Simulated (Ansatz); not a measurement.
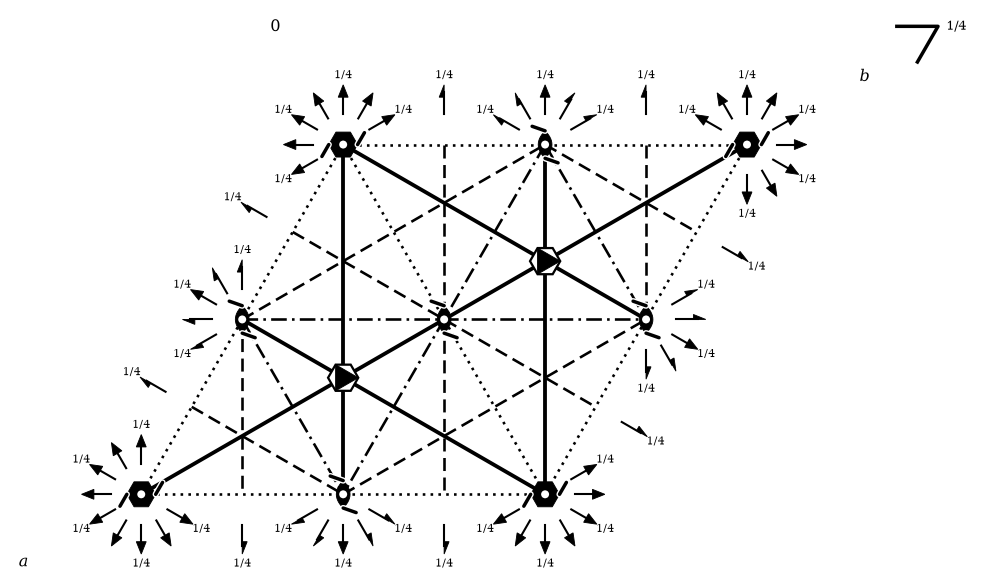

Symmetry elements of a space group, projected down c, computed from the operations of a computed or model structure of composition SnO, which need not be its known form.

Graphical symbols as in the International Tables (origin upper left, heights as fractions; handed screw axes are marked by their printed symbols).

Give the Hermann–Mauguin symbol and number.

No. 194, P6₃/mmc; primitive hexagonal, point group 6/mmm, 24 general positions a cell.

List the elements shown.

−6 axes along c at (1/3, 2/3), (2/3, 1/3); 6₃ axes along c at (0, 0); 2₁ axes along c at (0, 1/2), (1/2, 0), (1/2, 1/2); inversion centres at (0, 0), (0, 1/2), (1/2, 0), (1/2, 1/2); mirror planes holding c and [1 2 0] or [2 1 0] or [−1 1 0]; in-plane glide planes holding c and [1 2 0] or [2 1 0] or [−1 1 0]; c glide planes normal to a*, at x = 0; n glide planes normal to a*, at x = 1/2; c glide planes normal to b*, at y = 0; n glide planes normal to b*, at y = 1/2; c glide planes holding c and [1 1 0]; diagonal glide planes holding c and [1 1 0]; a mirror plane normal to c at height 1/4; 2 axes along [1 1 0] at height 0; 2 axes along [1 2 0] at height 1/4; 2 axes along [2 1 0] at height 1/4; 2 axes along [−1 1 0] at height 1/4; 2 axes along a at height 0; 2 axes along b at height 0; 2₁ axes along [1 1 0] at height 0; 2₁ axes along [1 2 0] at height 1/4; 2₁ axes along [2 1 0] at height 1/4; 2₁ axes along [−1 1 0] at height 1/4; 2₁ axes along a at height 0; 2₁ axes along b at height 0. Heights repeat every half period; positions are (a, b) fractions, modulo 1.

Write the general positions (in any order).

x, y, z
−x, −y, −z
x−y, x, z+1/2
−x+y, −x, −z+1/2
−y, x−y, z
y, −x+y, −z
−x, −y, z+1/2
x, y, −z+1/2
−x+y, −x, z
x−y, x, −z
y, −x+y, z+1/2
−y, x−y, −z+1/2
−y, −x, −z+1/2
y, x, z+1/2
−x, −x+y, −z
x, x−y, z
−x+y, y, −z+1/2
x−y, −y, z+1/2
y, x, −z
−y, −x, z
x, x−y, −z+1/2
−x, −x+y, z+1/2
x−y, −y, −z
−x+y, y, z
